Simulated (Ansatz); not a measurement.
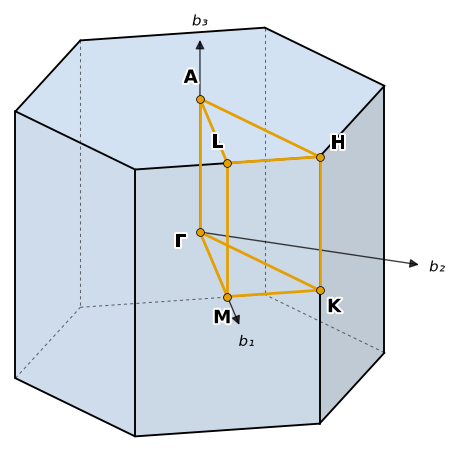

For CoO, the geometry relaxed with DFT PBE, scalar-relativistic, plane waves, PAW in Ansatz 0.2.0; the starting structure was generated, so it need not be a known form of this composition: the figure shows the first Brillouin zone with its special points and a band path. The drawing is computed from the coordinates (standard cell, symmetry found to 0.002 Å).

Labels and path follow the convention of Hinuma et al. (2017), as computed by seekpath; the arrows show the directions of the reciprocal primitive vectors b₁, b₂, b₃.

> What lattice type do the shape and the labels point to?

A primitive hexagonal lattice (hP; extended symbol hP2). The zone is a hexagonal prism in its combinatorial type: 8 faces (6 with 4 edges, 2 with 6 edges), 18 edges, 12 vertices.

> Write the standard path through the labelled points.

Γ–M–K–Γ–A–L–H–A | L–M | H–K
